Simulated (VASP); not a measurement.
# Geometry relaxation of Co (part 2 of 5)

The same run, continued: Co (slab, 6 atoms in the cell); Kohn-Sham DFT of a periodic cell, PBEsol, VASP PAW PBE potentials, recommended, spin-polarised (VASP 6.6.1); cutoff 520 eV, 9×9×1 k-mesh, Gaussian smearing of 0.05 eV, collinear spins. The structure derives from an entry of the Crystallography Open Database. It belongs to a series of runs on one base structure; here: the (1 1 1) slab of Co, cut from the database cell, not relaxed.

Geometry of the input (Å; fractional positions):
```
2.5395  -0.0000  -0.0000
-1.2698  2.1993  0.0000
0.0000  0.0000  25.3675
Co 0.6667  0.3333  0.2957
Co 0.3333  0.6667  0.3774
Co 0.0000  0.0000  0.4591
Co 0.6667  0.3333  0.5409
Co 0.3333  0.6667  0.6226
Co 0.0000  0.0000  0.7043
```

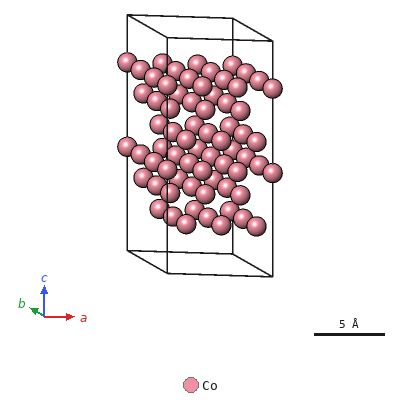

The structure as given in the input (spheres-only view of the 3 × 3 repeat of the cell, with the vacuum cut short, seen slightly off an axis).

### OSZICAR, continued
```
RMM:  21    -0.441744242545E+02   -0.25410E-03   -0.10800E-05  1432   0.113E-02    0.115E-02
RMM:  22    -0.441744890975E+02   -0.64843E-04   -0.43018E-06  1223   0.807E-03    0.991E-03
RMM:  23    -0.441744971043E+02   -0.80067E-05   -0.40849E-06  1168   0.680E-03    0.618E-03
RMM:  24    -0.441744827730E+02    0.14331E-04   -0.13895E-06  1076   0.515E-03    0.200E-03
RMM:  25    -0.441744794072E+02    0.33658E-05   -0.41394E-07   948   0.336E-03    0.177E-03
RMM:  26    -0.441744847235E+02   -0.53163E-05   -0.18377E-07   930   0.303E-03    0.115E-03
RMM:  27    -0.441744986716E+02   -0.13948E-04   -0.19844E-07   875   0.225E-03    0.104E-03
RMM:  28    -0.441745104461E+02   -0.11774E-04   -0.16459E-07   864   0.205E-03    0.595E-04
RMM:  29    -0.441745187831E+02   -0.83371E-05   -0.10880E-07   662   0.142E-03    0.134E-03
RMM:  30    -0.441745270525E+02   -0.82694E-05   -0.14291E-07   582   0.134E-03    0.194E-03
RMM:  31    -0.441745312422E+02   -0.41896E-05   -0.95034E-08   415   0.112E-03    0.152E-03
RMM:  32    -0.441745325649E+02   -0.13227E-05   -0.27999E-08   280   0.969E-04    0.112E-03
RMM:  33    -0.441745334609E+02   -0.89595E-06   -0.25472E-08   270   0.957E-04
   5 F= -.44174533E+02 E0= -.44170367E+02  d E =-.717451E-01  mag=     9.8696
       N       E                     dE             d eps       ncg     rms          rms(c)
DAV:   1    -0.432495665231E+02    0.92497E+00   -0.29122E+02  1824   0.926E+01    0.887E+00
RMM:   2    -0.675318790267E+02   -0.24282E+02   -0.18851E+01  1840   0.330E+01    0.430E+01
RMM:   3    -0.638062411559E+02    0.37256E+01   -0.42912E+00  1831   0.166E+01    0.500E+01
RMM:   4    -0.449238826972E+02    0.18882E+02   -0.31166E+00  1845   0.156E+01    0.138E+01
RMM:   5    -0.455392872727E+02   -0.61540E+00   -0.16025E+00  1844   0.107E+01    0.183E+01
RMM:   6    -0.444902975458E+02    0.10490E+01   -0.76633E-01  1846   0.837E+00    0.823E+00
RMM:   7    -0.442956210093E+02    0.19468E+00   -0.19651E-01  1863   0.371E+00    0.474E+00
RMM:   8    -0.442338470023E+02    0.61774E-01   -0.13623E-01  1849   0.312E+00    0.393E+00
RMM:   9    -0.442543700031E+02   -0.20523E-01   -0.82210E-02  1859   0.249E+00    0.478E+00
RMM:  10    -0.442147645573E+02    0.39605E-01   -0.34901E-02  1850   0.162E+00    0.342E+00
RMM:  11    -0.441884710236E+02    0.26294E-01   -0.14452E-02  1891   0.917E-01    0.243E+00
RMM:  12    -0.441588317598E+02    0.29639E-01   -0.18583E-02  1894   0.900E-01    0.110E+00
RMM:  13    -0.441527461138E+02    0.60856E-02   -0.11582E-02  1878   0.665E-01    0.870E-01
RMM:  14    -0.441602902306E+02   -0.75441E-02   -0.73108E-03  1903   0.524E-01    0.730E-01
RMM:  15    -0.441641904086E+02   -0.39002E-02   -0.32139E-03  2070   0.305E-01    0.426E-01
RMM:  16    -0.441694718787E+02   -0.52815E-02   -0.11921E-03  2000   0.198E-01    0.396E-01
RMM:  17    -0.441767321690E+02   -0.72603E-02   -0.17756E-03  1959   0.147E-01    0.205E-01
RMM:  18    -0.441817556890E+02   -0.50235E-02   -0.88021E-04  2017   0.950E-02    0.199E-01
RMM:  19    -0.441846070654E+02   -0.28514E-02   -0.43873E-04  2004   0.673E-02    0.208E-01
RMM:  20    -0.441922300257E+02   -0.76230E-02   -0.13718E-03  2045   0.884E-02    0.985E-02
RMM:  21    -0.442037517104E+02   -0.11522E-01   -0.52849E-04  1958   0.570E-02    0.113E-01
RMM:  22    -0.442123047195E+02   -0.85530E-02   -0.32029E-04  1967   0.430E-02    0.118E-01
RMM:  23    -0.442134953520E+02   -0.11906E-02   -0.11397E-04  1924   0.348E-02    0.576E-02
RMM:  24    -0.442137264384E+02   -0.23109E-03   -0.38241E-05  1768   0.196E-02    0.486E-02
RMM:  25    -0.442137675776E+02   -0.41139E-04   -0.13717E-05  1650   0.171E-02    0.310E-02
RMM:  26    -0.442137989072E+02   -0.31330E-04   -0.49235E-06  1399   0.940E-03    0.266E-02
RMM:  27    -0.442138479625E+02   -0.49055E-04   -0.47296E-06  1245   0.916E-03    0.185E-02
RMM:  28    -0.442138674840E+02   -0.19521E-04   -0.17192E-06  1106   0.582E-03    0.126E-02
RMM:  29    -0.442138829643E+02   -0.15480E-04   -0.13300E-06  1059   0.480E-03    0.100E-02
RMM:  30    -0.442139001143E+02   -0.17150E-04   -0.10126E-06  1055   0.438E-03    0.507E-03
RMM:  31    -0.442139142857E+02   -0.14171E-04   -0.40415E-07   994   0.291E-03    0.362E-03
RMM:  32    -0.442139353400E+02   -0.21054E-04   -0.80624E-07   998   0.281E-03    0.354E-03
RMM:  33    -0.442139402164E+02   -0.48764E-05   -0.30077E-07   866   0.196E-03    0.216E-03
RMM:  34    -0.442139459173E+02   -0.57010E-05   -0.19738E-07   678   0.146E-03    0.222E-03
RMM:  35    -0.442139507069E+02   -0.47896E-05   -0.68280E-08   457   0.118E-03    0.179E-03
RMM:  36    -0.442139552882E+02   -0.45812E-05   -0.48021E-08   470   0.115E-03    0.125E-03
RMM:  37    -0.442139586207E+02   -0.33325E-05   -0.32285E-08   333   0.101E-03    0.799E-04
RMM:  38    -0.442139622334E+02   -0.36127E-05   -0.49989E-08   338   0.993E-04    0.484E-04
RMM:  39    -0.442139654258E+02   -0.31925E-05   -0.10054E-07   316   0.102E-03    0.294E-04
RMM:  40    -0.442139658495E+02   -0.42362E-06   -0.19524E-08   220   0.919E-04
   6 F= -.44213966E+02 E0= -.44210267E+02  d E =-.111178E+00  mag=     9.8733
       N       E                     dE             d eps       ncg     rms          rms(c)
DAV:   1    -0.440843960462E+02    0.12957E+00   -0.40085E+01  1830   0.306E+01    0.322E+00
RMM:   2    -0.496233273259E+02   -0.55389E+01   -0.14164E+00  1835   0.105E+01    0.325E+01
RMM:   3    -0.452611994327E+02    0.43621E+01   -0.50503E-01  1850   0.626E+00    0.150E+01
RMM:   4    -0.443790522427E+02    0.88215E+00   -0.35875E-01  1844   0.495E+00    0.615E+00
RMM:   5    -0.443915231254E+02   -0.12471E-01   -0.18473E-01  1844   0.380E+00    0.658E+00
RMM:   6    -0.442170809582E+02    0.17444E+00   -0.90433E-02  1832   0.293E+00    0.105E+00
RMM:   7    -0.442244329228E+02   -0.73520E-02   -0.20611E-02  1876   0.117E+00    0.154E+00
RMM:   8    -0.442173050122E+02    0.71279E-02   -0.94842E-03  1850   0.897E-01    0.658E-01
RMM:   9    -0.442231654563E+02   -0.58604E-02   -0.81549E-03  1850   0.731E-01    0.128E+00
RMM:  10    -0.442140175120E+02    0.91479E-02   -0.71163E-03  1850   0.773E-01    0.427E-01
RMM:  11    -0.442114082077E+02    0.26093E-02   -0.23005E-03  1848   0.353E-01    0.236E-01
RMM:  12    -0.442104235488E+02    0.98466E-03   -0.77552E-04  1901   0.177E-01    0.200E-01
RMM:  13    -0.442104680043E+02   -0.44456E-04   -0.19752E-04  1971   0.104E-01    0.691E-02
RMM:  14    -0.442104568579E+02    0.11146E-04   -0.11273E-04  2015   0.541E-02    0.623E-02
RMM:  15    -0.442107081214E+02   -0.25126E-03   -0.57660E-05  1968   0.358E-02    0.563E-02
RMM:  16    -0.442115208488E+02   -0.81273E-03   -0.38659E-05  1914   0.247E-02    0.587E-02
RMM:  17    -0.442127557034E+02   -0.12349E-02   -0.36599E-05  1755   0.199E-02    0.268E-02
RMM:  18    -0.442145062252E+02   -0.17505E-02   -0.74864E-05  1796   0.196E-02    0.208E-02
RMM:  19    -0.442153861643E+02   -0.87994E-03   -0.58847E-05  1784   0.175E-02    0.936E-03
RMM:  20    -0.442156345301E+02   -0.24837E-03   -0.12451E-05  1458   0.108E-02    0.501E-03
RMM:  21    -0.442157343620E+02   -0.99832E-04   -0.35312E-06  1203   0.675E-03    0.607E-03
RMM:  22    -0.442157726208E+02   -0.38259E-04   -0.14720E-06  1114   0.541E-03    0.341E-03
RMM:  23    -0.442157944584E+02   -0.21838E-04   -0.16772E-06  1102   0.439E-03    0.316E-03
RMM:  24    -0.442157971270E+02   -0.26686E-05   -0.22072E-06  1013   0.342E-03    0.155E-03
RMM:  25    -0.442158031256E+02   -0.59986E-05   -0.43448E-07   924   0.253E-03    0.129E-03
RMM:  26    -0.442158205128E+02   -0.17387E-04   -0.42434E-07   896   0.223E-03    0.117E-03
RMM:  27    -0.442158333953E+02   -0.12883E-04   -0.27534E-07   741   0.157E-03    0.866E-04
RMM:  28    -0.442158385845E+02   -0.51891E-05   -0.10610E-07   591   0.128E-03    0.889E-04
RMM:  29    -0.442158405280E+02   -0.19435E-05   -0.51863E-08   365   0.105E-03    0.724E-04
RMM:  30    -0.442158408931E+02   -0.36512E-06   -0.20043E-08   288   0.978E-04
   7 F= -.44215841E+02 E0= -.44211864E+02  d E =-.187504E-02  mag=     9.8711
       N       E                     dE             d eps       ncg     rms          rms(c)
DAV:   1    -0.441972588487E+02    0.18582E-01   -0.84788E+00  1860   0.137E+01    0.146E+00
RMM:   2    -0.449152980164E+02   -0.71804E+00   -0.22657E-01  1840   0.439E+00    0.109E+01
RMM:   3    -0.444941713736E+02    0.42113E+00   -0.10479E-01  1846   0.281E+00    0.678E+00
RMM:   4    -0.442735632366E+02    0.22061E+00   -0.61883E-02  1849   0.207E+00    0.313E+00
RMM:   5    -0.442537812294E+02    0.19782E-01   -0.38496E-02  1845   0.169E+00    0.279E+00
RMM:   6    -0.442248809296E+02    0.28900E-01   -0.22463E-02  1836   0.146E+00    0.530E-01
RMM:   7    -0.442254452857E+02   -0.56436E-03   -0.37184E-03  1885   0.534E-01    0.679E-01
RMM:   8    -0.442242558115E+02    0.11895E-02   -0.19475E-03  1843   0.406E-01    0.455E-01
RMM:   9    -0.442242358156E+02    0.19996E-04   -0.13921E-03  1844   0.316E-01    0.519E-01
RMM:  10    -0.442232794470E+02    0.95637E-03   -0.14308E-03  1846   0.340E-01    0.249E-01
RMM:  11    -0.442227507546E+02    0.52869E-03   -0.40302E-04  1849   0.153E-01    0.895E-02
RMM:  12    -0.442226038221E+02    0.14693E-03   -0.11437E-04  1896   0.753E-02    0.531E-02
RMM:  13    -0.442225465766E+02    0.57246E-04   -0.31196E-05  1949   0.341E-02    0.333E-02
RMM:  14    -0.442225721531E+02   -0.25577E-04   -0.82657E-06  1694   0.171E-02    0.227E-02
RMM:  15    -0.442226572476E+02   -0.85094E-04   -0.39718E-06  1261   0.115E-02    0.291E-02
RMM:  16    -0.442228148314E+02   -0.15758E-03   -0.47163E-06  1195   0.104E-02    0.237E-02
RMM:  17    -0.442229449270E+02   -0.13010E-03   -0.28857E-06  1135   0.673E-03    0.116E-02
RMM:  18    -0.442231936161E+02   -0.24869E-03   -0.12479E-05  1352   0.995E-03    0.542E-03
RMM:  19    -0.442233203297E+02   -0.12671E-03   -0.52341E-06  1207   0.730E-03    0.385E-03
RMM:  20    -0.442233920888E+02   -0.71759E-04   -0.27821E-06  1123   0.515E-03    0.295E-03
RMM:  21    -0.442234207977E+02   -0.28709E-04   -0.11688E-06  1063   0.343E-03    0.278E-03
RMM:  22    -0.442234288472E+02   -0.80494E-05   -0.30551E-07   950   0.238E-03    0.100E-03
RMM:  23    -0.442234350867E+02   -0.62396E-05   -0.52059E-07   840   0.176E-03    0.800E-04
RMM:  24    -0.442234362211E+02   -0.11344E-05   -0.33483E-07   710   0.148E-03    0.873E-04
RMM:  25    -0.442234373777E+02   -0.11566E-05   -0.68545E-08   396   0.110E-03    0.112E-03
RMM:  26    -0.442234395862E+02   -0.22085E-05   -0.44450E-08   336   0.103E-03    0.973E-04
RMM:  27    -0.442234423486E+02   -0.27624E-05   -0.62160E-08   357   0.102E-03    0.666E-04
RMM:  28    -0.442234444979E+02   -0.21493E-05   -0.63506E-08   309   0.982E-04    0.238E-04
RMM:  29    -0.442234454233E+02   -0.92541E-06   -0.30137E-08   258   0.931E-04
   8 F= -.44223445E+02 E0= -.44219619E+02  d E =-.947957E-02  mag=     9.8716
       N       E                     dE             d eps       ncg     rms          rms(c)
DAV:   1    -0.442220800255E+02    0.13645E-02   -0.57504E-01  1872   0.354E+00    0.405E-01
RMM:   2    -0.442447430614E+02   -0.22663E-01   -0.17345E-02  1844   0.119E+00    0.212E+00
RMM:   3    -0.442387233219E+02    0.60197E-02   -0.11106E-02  1838   0.953E-01    0.156E+00
RMM:   4    -0.442303737515E+02    0.83496E-02   -0.28097E-03  1858   0.410E-01    0.110E+00
RMM:   5    -0.442256847013E+02    0.46891E-02   -0.17030E-03  1851   0.368E-01    0.673E-01
RMM:   6    -0.442237436666E+02    0.19410E-02   -0.77547E-04  1838   0.270E-01    0.901E-02
RMM:   7    -0.442237775288E+02   -0.33862E-04   -0.18396E-04  1860   0.111E-01    0.150E-01
RMM:   8    -0.442236439250E+02    0.13360E-03   -0.10460E-04  1846   0.993E-02    0.553E-02
RMM:   9    -0.442235886596E+02    0.55265E-04   -0.47896E-05  1837   0.553E-02    0.784E-02
RMM:  10    -0.442235351115E+02    0.53548E-04   -0.49025E-05  1844   0.619E-02    0.489E-02
RMM:  11    -0.442235175088E+02    0.17603E-04   -0.12867E-05  1827   0.326E-02    0.230E-02
RMM:  12    -0.442235271256E+02   -0.96169E-05   -0.26513E-06  1166   0.112E-02    0.429E-03
RMM:  13    -0.442235437766E+02   -0.16651E-04   -0.84560E-07  1031   0.594E-03    0.522E-03
RMM:  14    -0.442235636876E+02   -0.19911E-04   -0.60627E-07  1017   0.396E-03    0.678E-03
RMM:  15    -0.442235949002E+02   -0.31213E-04   -0.84594E-07   983   0.294E-03    0.611E-03
RMM:  16    -0.442236265601E+02   -0.31660E-04   -0.51989E-07   922   0.215E-03    0.222E-03
RMM:  17    -0.442236956628E+02   -0.69103E-04   -0.16105E-06   975   0.267E-03    0.372E-03
RMM:  18    -0.442237282522E+02   -0.32589E-04   -0.66009E-07   890   0.185E-03    0.143E-03
RMM:  19    -0.442237412602E+02   -0.13008E-04   -0.21457E-07   475   0.120E-03    0.796E-04
RMM:  20    -0.442237457115E+02   -0.44513E-05   -0.13956E-07   426   0.114E-03    0.101E-03
RMM:  21    -0.442237454638E+02    0.24766E-06   -0.79879E-08   355   0.104E-03
   9 F= -.44223745E+02 E0= -.44219875E+02  d E =-.300041E-03  mag=     9.8722
       N       E                     dE             d eps       ncg     rms          rms(c)
DAV:   1    -0.442237240965E+02    0.21615E-04   -0.94691E-03  1902   0.454E-01    0.517E-02
RMM:   2    -0.442241161073E+02   -0.39201E-03   -0.27439E-04  1838   0.149E-01    0.277E-01
RMM:   3    -0.442241205528E+02   -0.44455E-05   -0.16764E-04  1834   0.115E-01    0.248E-01
RMM:   4    -0.442238172979E+02    0.30325E-03   -0.50139E-05  1835   0.560E-02    0.116E-01
RMM:   5    -0.442237862569E+02    0.31041E-04   -0.27800E-05  1823   0.473E-02    0.912E-02
RMM:   6    -0.442237496074E+02    0.36649E-04   -0.12945E-05  1791   0.350E-02    0.113E-02
RMM:   7    -0.442237495064E+02    0.10098E-06   -0.29622E-06  1264   0.139E-02
  10 F= -.44223750E+02 E0= -.44219887E+02  d E =-.304083E-03  mag=     9.8722
       N       E                     dE             d eps       ncg     rms          rms(c)
DAV:   1    -0.442231083652E+02    0.64124E-03   -0.29550E-01  1938   0.250E+00    0.272E-01
RMM:   2    -0.442298364724E+02   -0.67281E-02   -0.68119E-03  1845   0.720E-01    0.119E+00
RMM:   3    -0.442246767973E+02    0.51597E-02   -0.46774E-03  1837   0.629E-01    0.407E-01
RMM:   4    -0.442421102640E+02   -0.17433E-01   -0.18726E-03  1846   0.325E-01    0.165E+00
RMM:   5    -0.442248482762E+02    0.17262E-01   -0.10595E-03  1847   0.291E-01    0.444E-01
RMM:   6    -0.442240135541E+02    0.83472E-03   -0.43525E-04  1841   0.188E-01    0.114E-01
RMM:   7    -0.442239940969E+02    0.19457E-04   -0.14448E-04  1856   0.957E-02    0.101E-01
RMM:   8    -0.442239103674E+02    0.83730E-04   -0.50047E-05  1840   0.690E-02    0.403E-02
RMM:   9    -0.442239300125E+02   -0.19645E-04   -0.40819E-05  1835   0.533E-02    0.890E-02
RMM:  10    -0.442238457565E+02    0.84256E-04   -0.32525E-05  1827   0.529E-02    0.174E-02
RMM:  11    -0.442238450201E+02    0.73638E-06   -0.58058E-06  1669   0.167E-02
  11 F= -.44223845E+02 E0= -.44219949E+02  d E =-.955137E-04  mag=     9.8719
       N       E                     dE             d eps       ncg     rms          rms(c)
DAV:   1    -0.442236920361E+02    0.15372E-03   -0.69222E-02  1968   0.121E+00    0.132E-01
RMM:   2    -0.442253444658E+02   -0.16524E-02   -0.16367E-03  1844   0.352E-01    0.591E-01
RMM:   3    -0.442243950706E+02    0.94940E-03   -0.10913E-03  1837   0.302E-01    0.308E-01
RMM:   4    -0.442266817532E+02   -0.22867E-02   -0.37408E-04  1851   0.142E-01    0.683E-01
RMM:   5    -0.442240939863E+02    0.25878E-02   -0.26637E-04  1849   0.146E-01    0.215E-01
RMM:   6    -0.442238694356E+02    0.22455E-03   -0.99320E-05  1834   0.944E-02    0.543E-02
RMM:   7    -0.442238608509E+02    0.85847E-05   -0.28878E-05  1839   0.434E-02    0.445E-02
RMM:   8    -0.442238387495E+02    0.22101E-04   -0.98540E-06  1778   0.303E-02    0.169E-02
RMM:   9    -0.442238511704E+02   -0.12421E-04   -0.99668E-06  1795   0.262E-02    0.449E-02
RMM:  10    -0.442238404207E+02    0.10750E-04   -0.82911E-06  1746   0.264E-02    0.131E-02
RMM:  11    -0.442238537994E+02   -0.13379E-04   -0.16937E-06  1089   0.827E-03    0.372E-03
RMM:  12    -0.442238707817E+02   -0.16982E-04   -0.42972E-07  1019   0.454E-03    0.409E-03
RMM:  13    -0.442238914824E+02   -0.20701E-04   -0.31070E-07   978   0.247E-03    0.325E-03
RMM:  14    -0.442239591690E+02   -0.67687E-04   -0.24926E-06  1029   0.311E-03    0.442E-03
RMM:  15    -0.442239917185E+02   -0.32549E-04   -0.60915E-07   780   0.178E-03    0.191E-03
RMM:  16    -0.442240199585E+02   -0.28240E-04   -0.45086E-07   771   0.163E-03    0.293E-03
RMM:  17    -0.442240432925E+02   -0.23334E-04   -0.62659E-07   684   0.148E-03    0.103E-03
RMM:  18    -0.442240483677E+02   -0.50751E-05   -0.12837E-07   420   0.110E-03    0.668E-04
RMM:  19    -0.442240495536E+02   -0.11859E-05   -0.76860E-08   413   0.107E-03    0.609E-04
RMM:  20    -0.442240488583E+02    0.69534E-06   -0.40143E-08   292   0.959E-04
  12 F= -.44224049E+02 E0= -.44220142E+02  d E =-.299352E-03  mag=     9.8710
       N       E                     dE             d eps       ncg     rms          rms(c)
DAV:   1    -0.442240314236E+02    0.18130E-04   -0.64567E-03  1956   0.369E-01    0.402E-02
RMM:   2    -0.442241861570E+02   -0.15473E-03   -0.15431E-04  1836   0.109E-01    0.182E-01
RMM:   3    -0.442241018675E+02    0.84289E-04   -0.10173E-04  1824   0.920E-02    0.973E-02
RMM:   4    -0.442242947856E+02   -0.19292E-03   -0.34184E-05  1833   0.432E-02    0.203E-01
RMM:   5    -0.442240697982E+02    0.22499E-03   -0.24122E-05  1803   0.441E-02    0.655E-02
RMM:   6    -0.442240491965E+02    0.20602E-04   -0.90059E-06  1760   0.285E-02    0.163E-02
RMM:   7    -0.442240480605E+02    0.11360E-05   -0.26807E-06  1217   0.131E-02    0.138E-02
RMM:   8    -0.442240437436E+02    0.43169E-05   -0.12174E-06  1014   0.107E-02    0.433E-03
RMM:   9    -0.442240426048E+02    0.11387E-05   -0.92616E-07  1007   0.798E-03    0.134E-02
RMM:  10    -0.442240385915E+02    0.40134E-05   -0.83487E-07   988   0.858E-03    0.458E-03
RMM:  11    -0.442240382449E+02    0.34659E-06   -0.12241E-07   958   0.264E-03
  13 F= -.44224038E+02 E0= -.44220127E+02  d E =-.288738E-03  mag=     9.8710
       N       E                     dE             d eps       ncg     rms          rms(c)
DAV:   1    -0.442239528342E+02    0.85757E-04   -0.45461E-02  1896   0.997E-01    0.102E-01
RMM:   2    -0.442272036275E+02   -0.32508E-02   -0.93445E-04  1841   0.277E-01    0.736E-01
RMM:   3    -0.442251775224E+02    0.20261E-02   -0.43953E-04  1854   0.182E-01    0.434E-01
RMM:   4    -0.442244254667E+02    0.75206E-03   -0.32222E-04  1839   0.148E-01    0.270E-01
RMM:   5    -0.442242152490E+02    0.21022E-03   -0.18729E-04  1841   0.123E-01    0.162E-01
RMM:   6    -0.442240804126E+02    0.13484E-03   -0.73805E-05  1832   0.841E-02    0.205E-02
RMM:   7    -0.442240737611E+02    0.66515E-05   -0.10429E-05  1804   0.258E-02    0.375E-02
RMM:   8    -0.442240663048E+02    0.74563E-05   -0.71627E-06  1721   0.250E-02    0.161E-02
RMM:   9    -0.442240566011E+02    0.97037E-05   -0.27300E-06  1189   0.135E-02    0.173E-02
```
